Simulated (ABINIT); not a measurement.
W: single-point calculation at one volume of an equation of state (part 1 of 4)

- system: W (Im-3m, 1 atom in the cell)
- method: Kohn-Sham DFT of a periodic cell, PBE, SG15 NC PBE v1.2, no spin polarisation (ABINIT 10.8.3)

The structure derives from an entry of the Crystallography Open Database.

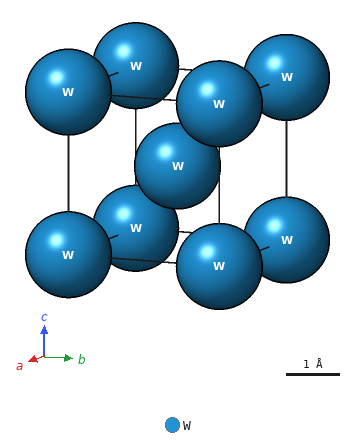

Figure 1. The structure as given in the input (spheres-only view of the cell 2 times as large as that of the calculation, set on its symmetry axes, seen slightly off an axis). An atom can appear more than once, as a periodic image.

The input
```
ndtset 7
getwfk -1
scalecart1 3*0.9795861087
scalecart2 3*0.9864848297
scalecart3 3*0.9932883884
scalecart4 3*1.0000000000
scalecart5 3*1.0066227096
scalecart6 3*1.0131594038
scalecart7 3*1.0196128224

pp_dirpath "./"
pseudos "W_ONCV_PBE-1.2.upf"

acell 5.1791760466 5.1791760466 5.1791760466
rprim
    -0.5773502692     0.5773502692     0.5773502692
     0.5773502692    -0.5773502692     0.5773502692
     0.5773502692     0.5773502692    -0.5773502692
ntypat 1
znucl 74
natom 1
typat 1
xred
     0.0000000000     0.0000000000     0.0000000000

ecut 26.0

kptopt 1
ngkpt 12 12 12
nshiftk 1
shiftk 0.0 0.0 0.0

ixc 11

nband 18
occopt 3
tsmear 0.00183747

nstep 100
tolvrs 1.0e-10

iomode 3
prtwf 1
prtden 0
prteig 0
prtebands 0
enunit 1
```

Machine: 1 thread of Arm Neoverse V1, 24 GiB of memory available, shared host.

Launch command:
```bash
abinit run.abi > log 2>&1
```

What the program printed
```
.Version 10.8.3 of ABINIT
 DATASET    1 : space group Im -3 m (#229); Bravais cI (body-center cubic)
================================================================================
 Values of the parameters that define the memory need for DATASET  1.
     intxc =       0    ionmov =       0      iscf =       7    lmnmax =       8
     lnmax =       8     mgfft =      24  mpssoang =       4    mqgrid =    3001
     natom =       1  nloc_mem =       1    nspden =       1   nspinor =       1
    nsppol =       1      nsym =      48    n1xccc =       0    ntypat =       1
    occopt =       3   xclevel =       2
       mpw =         664          nfft =       13824          nkpt =          72
================================================================================
================================================================================

 DATASET    2 : space group Im -3 m (#229); Bravais cI (body-center cubic)
================================================================================
 Values of the parameters that define the memory need for DATASET  2.
     intxc =       0    ionmov =       0      iscf =       7    lmnmax =       8
     lnmax =       8     mgfft =      24  mpssoang =       4    mqgrid =    3001
     natom =       1  nloc_mem =       1    nspden =       1   nspinor =       1
    nsppol =       1      nsym =      48    n1xccc =       0    ntypat =       1
    occopt =       3   xclevel =       2
       mpw =         664          nfft =       13824          nkpt =          72
================================================================================
================================================================================

 DATASET    3 : space group Im -3 m (#229); Bravais cI (body-center cubic)
================================================================================
 Values of the parameters that define the memory need for DATASET  3.
     intxc =       0    ionmov =       0      iscf =       7    lmnmax =       8
     lnmax =       8     mgfft =      24  mpssoang =       4    mqgrid =    3001
     natom =       1  nloc_mem =       1    nspden =       1   nspinor =       1
    nsppol =       1      nsym =      48    n1xccc =       0    ntypat =       1
    occopt =       3   xclevel =       2
       mpw =         676          nfft =       13824          nkpt =          72
================================================================================
================================================================================

 DATASET    4 : space group Im -3 m (#229); Bravais cI (body-center cubic)
================================================================================
 Values of the parameters that define the memory need for DATASET  4.
     intxc =       0    ionmov =       0      iscf =       7    lmnmax =       8
     lnmax =       8     mgfft =      24  mpssoang =       4    mqgrid =    3001
     natom =       1  nloc_mem =       1    nspden =       1   nspinor =       1
    nsppol =       1      nsym =      48    n1xccc =       0    ntypat =       1
    occopt =       3   xclevel =       2
       mpw =         691          nfft =       13824          nkpt =          72
================================================================================
================================================================================

 DATASET    5 : space group Im -3 m (#229); Bravais cI (body-center cubic)
================================================================================
 Values of the parameters that define the memory need for DATASET  5.
     intxc =       0    ionmov =       0      iscf =       7    lmnmax =       8
     lnmax =       8     mgfft =      24  mpssoang =       4    mqgrid =    3001
     natom =       1  nloc_mem =       1    nspden =       1   nspinor =       1
    nsppol =       1      nsym =      48    n1xccc =       0    ntypat =       1
    occopt =       3   xclevel =       2
       mpw =         712          nfft =       13824          nkpt =          72
================================================================================
================================================================================

 DATASET    6 : space group Im -3 m (#229); Bravais cI (body-center cubic)
================================================================================
 Values of the parameters that define the memory need for DATASET  6.
     intxc =       0    ionmov =       0      iscf =       7    lmnmax =       8
     lnmax =       8     mgfft =      27  mpssoang =       4    mqgrid =    3001
     natom =       1  nloc_mem =       1    nspden =       1   nspinor =       1
    nsppol =       1      nsym =      48    n1xccc =       0    ntypat =       1
    occopt =       3   xclevel =       2
       mpw =         717          nfft =       19683          nkpt =          72
================================================================================
================================================================================

 DATASET    7 : space group Im -3 m (#229); Bravais cI (body-center cubic)
================================================================================
 Values of the parameters that define the memory need for DATASET  7.
     intxc =       0    ionmov =       0      iscf =       7    lmnmax =       8
     lnmax =       8     mgfft =      27  mpssoang =       4    mqgrid =    3001
     natom =       1  nloc_mem =       1    nspden =       1   nspinor =       1
    nsppol =       1      nsym =      48    n1xccc =       0    ntypat =       1
    occopt =       3   xclevel =       2
       mpw =         736          nfft =       19683          nkpt =          72
================================================================================
================================================================================

--------------------------------------------------------------------------------
------------- Echo of variables that govern the present computation ------------
--------------------------------------------------------------------------------
 -outvars: echo values of preprocessed input variables --------
            acell      5.1791760466E+00  5.1791760466E+00  5.1791760466E+00 Bohr
              amu      1.83850000E+02
             ecut      2.60000000E+01 Hartree
           enunit           1
           getwfk          -1
                       outvar_i_n : Printing only first  50 k-points.
              ixc          11
           jdtset        1    2    3    4    5    6    7
                       outvar_i_n : Printing only first  50 k-points.
         kptrlatt       12    0    0      0   12    0      0    0   12
          kptrlen1     6.08813869E+01
          kptrlen2     6.13101432E+01
          kptrlen3     6.17329851E+01
          kptrlen4     6.21501126E+01
          kptrlen5     6.25617147E+01
          kptrlen6     6.29679710E+01
          kptrlen7     6.33690517E+01
            natom           1
            nband          18
           ndtset           7
            ngfft1         24      24      24
            ngfft2         24      24      24
            ngfft3         24      24      24
            ngfft4         24      24      24
            ngfft5         24      24      24
            ngfft6         27      27      27
            ngfft7         27      27      27
             nkpt          72
            nstep         100
             nsym          48
           ntypat           1
                       prtocc : prtvol=0, do not print more k-points.
           occopt           3
           prtden           0
        prtebands           0
           prteig           0
            rprim1    -5.6556430356E-01  5.6556430356E-01  5.6556430356E-01
                       5.6556430356E-01 -5.6556430356E-01  5.6556430356E-01
                       5.6556430356E-01  5.6556430356E-01 -5.6556430356E-01
            rprim2    -5.6954728199E-01  5.6954728199E-01  5.6954728199E-01
                       5.6954728199E-01 -5.6954728199E-01  5.6954728199E-01
                       5.6954728199E-01  5.6954728199E-01 -5.6954728199E-01
            rprim3    -5.7347531844E-01  5.7347531844E-01  5.7347531844E-01
                       5.7347531844E-01 -5.7347531844E-01  5.7347531844E-01
                       5.7347531844E-01  5.7347531844E-01 -5.7347531844E-01
            rprim4    -5.7735026920E-01  5.7735026920E-01  5.7735026920E-01
                       5.7735026920E-01 -5.7735026920E-01  5.7735026920E-01
                       5.7735026920E-01  5.7735026920E-01 -5.7735026920E-01
            rprim5    -5.8117389237E-01  5.8117389237E-01  5.8117389237E-01
                       5.8117389237E-01 -5.8117389237E-01  5.8117389237E-01
                       5.8117389237E-01  5.8117389237E-01 -5.8117389237E-01
            rprim6    -5.8494785453E-01  5.8494785453E-01  5.8494785453E-01
                       5.8494785453E-01 -5.8494785453E-01  5.8494785453E-01
                       5.8494785453E-01  5.8494785453E-01 -5.8494785453E-01
            rprim7    -5.8867373749E-01  5.8867373749E-01  5.8867373749E-01
                       5.8867373749E-01 -5.8867373749E-01  5.8867373749E-01
                       5.8867373749E-01  5.8867373749E-01 -5.8867373749E-01
          spgroup         229
           tolvrs      1.00000000E-10
           tsmear      1.83747000E-03 Hartree
            typat      1
                       outvars : Printing only first  50 k-points.
            znucl       74.00000

================================================================================

 chkinp: Checking input parameters for consistency, jdtset=   1.

 chkinp: Checking input parameters for consistency, jdtset=   2.

 chkinp: Checking input parameters for consistency, jdtset=   3.

 chkinp: Checking input parameters for consistency, jdtset=   4.

 chkinp: Checking input parameters for consistency, jdtset=   5.

 chkinp: Checking input parameters for consistency, jdtset=   6.

 chkinp: Checking input parameters for consistency, jdtset=   7.

================================================================================
== DATASET  1 ==================================================================

--- !DatasetInfo
iteration_state: {dtset: 1, }
dimensions: {natom: 1, nkpt: 72, mband: 18, nsppol: 1, nspinor: 1, nspden: 1, mpw: 664, }
cutoff_energies: {ecut:  26.0, pawecutdg:  -1.0, }
electrons: {nelect:   2.80000000E+01, charge:   0.00000000E+00, occopt:   3.00000000E+00, tsmear:   1.83747000E-03, }
meta: {optdriver: 0, ionmov: 0, optcell: 0, iscf: 7, paral_kgb: 0, }
...

 Exchange-correlation functional for the present dataset will be:
  GGA: Perdew-Burke-Ernzerhof functional - ixc=11
  J.P.Perdew, K.Burke, M.Ernzerhof, PRL 77, 3865 (1996)

 Real(R)+Recip(G) space primitive vectors, cartesian coordinates (Bohr,Bohr^-1):
 R(1)= -2.9291571  2.9291571  2.9291571  G(1)=  0.0000000  0.1706976  0.1706976
 R(2)=  2.9291571 -2.9291571  2.9291571  G(2)=  0.1706976  0.0000000  0.1706976
 R(3)=  2.9291571  2.9291571 -2.9291571  G(3)=  0.1706976  0.1706976  0.0000000
 Unit cell volume ucvol=  1.0052822E+02 bohr^3
 Angles (23,13,12)=  1.09471221E+02  1.09471221E+02  1.09471221E+02 degrees

 getcut: wavevector=  0.0000  0.0000  0.0000  ngfft=  24  24  24
         ecut(hartree)=     26.000   => boxcut(ratio)=   2.06090

--- Pseudopotential description ------------------------------------------------
- pspini: atom type   1  psp file is ./W_ONCV_PBE-1.2.upf
12 -101130 3 -1 602                           pspcod,pspxc,lmax,lloc,mmax
     nproj     2     2     2     2

   2.26963885E+03                                ecore*ucvol(ha*bohr**3)
--------------------------------------------------------------------------------

================================================================================

--- !BeginCycle
iteration_state: {dtset: 1, }
solver: {iscf: 7, nstep: 100, nline: 4, wfoptalg: 0, }
tolerances: {tolvrs: 1.00E-10, }
...

     iter   Etot(hartree)      deltaE(h)  residm     vres2
 ETOT  1  -271.92836810993    -2.719E+02 1.026E-01 2.363E+01
 ETOT  2  -271.97496553140    -4.660E-02 6.212E-03 8.962E+00
 ETOT  3  -271.97900320530    -4.038E-03 3.358E-03 1.280E-02
 ETOT  4  -271.97900928980    -6.085E-06 6.896E-04 1.585E-05
 ETOT  5  -271.97900929457    -4.768E-09 3.819E-04 1.462E-06
 ETOT  6  -271.97900929529    -7.230E-10 1.374E-04 3.065E-09
 ETOT  7  -271.97900929530    -1.762E-12 1.293E-04 2.923E-12

 At SCF step    7       vres2   =  2.92E-12 < tolvrs=  1.00E-10 =>converged.

 Cartesian components of stress tensor (hartree/bohr^3)
  sigma(1 1)= -9.65361301E-04  sigma(3 2)=  0.00000000E+00
  sigma(2 2)= -9.65361301E-04  sigma(3 1)=  0.00000000E+00
  sigma(3 3)= -9.65361301E-04  sigma(2 1)=  0.00000000E+00

--- !ResultsGS
iteration_state: {dtset: 1, }
comment   : Summary of ground state results
lattice_vectors:
- [ -2.9291571,   2.9291571,   2.9291571, ]
- [  2.9291571,  -2.9291571,   2.9291571, ]
- [  2.9291571,   2.9291571,  -2.9291571, ]
lattice_lengths: [   5.07345,    5.07345,    5.07345, ]
lattice_angles: [109.471, 109.471, 109.471, ] # degrees, (23, 13, 12)
lattice_volume:   1.0052822E+02
convergence: {deltae: -1.762E-12, res2:  2.923E-12, residm:  1.293E-04, diffor: null, }
etotal    :  -2.71979009E+02
entropy   :   0.00000000E+00
fermie    :   5.87790774E-01
cartesian_stress_tensor: # hartree/bohr^3
- [ -9.65361301E-04,   0.00000000E+00,   0.00000000E+00, ]
- [  0.00000000E+00,  -9.65361301E-04,   0.00000000E+00, ]
- [  0.00000000E+00,   0.00000000E+00,  -9.65361301E-04, ]
pressure_GPa:   2.8402E+01
xred      :
- [  0.0000E+00,   0.0000E+00,   0.0000E+00,  W]
cartesian_forces: # hartree/bohr
- [ -0.00000000E+00,  -0.00000000E+00,  -0.00000000E+00, ]
force_length_stats: {min:   0.00000000E+00, max:   0.00000000E+00, mean:   0.00000000E+00, }
...

 Integrated electronic density in atomic spheres:
 ------------------------------------------------
 Atom  Sphere_radius  Integrated_density
    1        2.00000         24.10704946
================================================================================

 ----iterations are completed or convergence reached----

 Mean square residual over all n,k,spin=   32.671E-08; max=  12.932E-05
 reduced coordinates (array xred) for    1 atoms
       0.000000000000      0.000000000000      0.000000000000
 rms dE/dt=  0.0000E+00; max dE/dt=  0.0000E+00; dE/dt below (all hartree)
    1       0.000000000000      0.000000000000      0.000000000000

 cartesian coordinates (angstrom) at end:
    1      0.00000000000000     0.00000000000000     0.00000000000000

 cartesian forces (hartree/bohr) at end:
    1     -0.00000000000000    -0.00000000000000    -0.00000000000000
 frms,max,avg= 0.0000000E+00 0.0000000E+00   0.000E+00  0.000E+00  0.000E+00 h/b

 cartesian forces (eV/Angstrom) at end:
    1     -0.00000000000000    -0.00000000000000    -0.00000000000000
 frms,max,avg= 0.0000000E+00 0.0000000E+00   0.000E+00  0.000E+00  0.000E+00 e/A
 length scales=  5.179176046600  5.179176046600  5.179176046600 bohr
              =  2.740701933256  2.740701933256  2.740701933256 angstroms
 Fermi (or HOMO) energy (eV) =  15.99460   Average Vxc (eV)= -15.51841
 Eigenvalues (   eV  ) for nkpt=  72  k points:
 kpt#   1, nband= 18, wtk=  0.00058, kpt=  0.0000  0.0000  0.0000 (reduced coord)
 -58.15475  -21.61732  -21.61732  -21.61732  -12.20417  -12.20417  -12.20417  -12.20299
 -12.20299  -12.20299  -12.08447    6.05753   14.69120   14.69120   14.69120   18.34385
  18.34385   30.66377
 prteigrs : prtvol=0 or 1, do not print more k-points.

--- !EnergyTerms
iteration_state     : {dtset: 1, }
comment             : Components of total free energy in Hartree
kinetic             :  1.01428101349263E+02
hartree             :  4.48446266150235E+01
xc                  : -2.13442250621014E+01
Ewald energy        : -2.43513657088607E+02
psp_core            :  2.25771320601338E+01
local_psp           : -1.27905699784052E+02
non_local_psp       : -4.80650875118782E+01
internal            : -2.71978809422219E+02
'-kT*entropy'       : -1.99873077396694E-04
total_energy        : -2.71979009295296E+02
total_energy_eV     : -7.40092587273356E+03
band_energy         : -1.27159341246332E+01
...
```
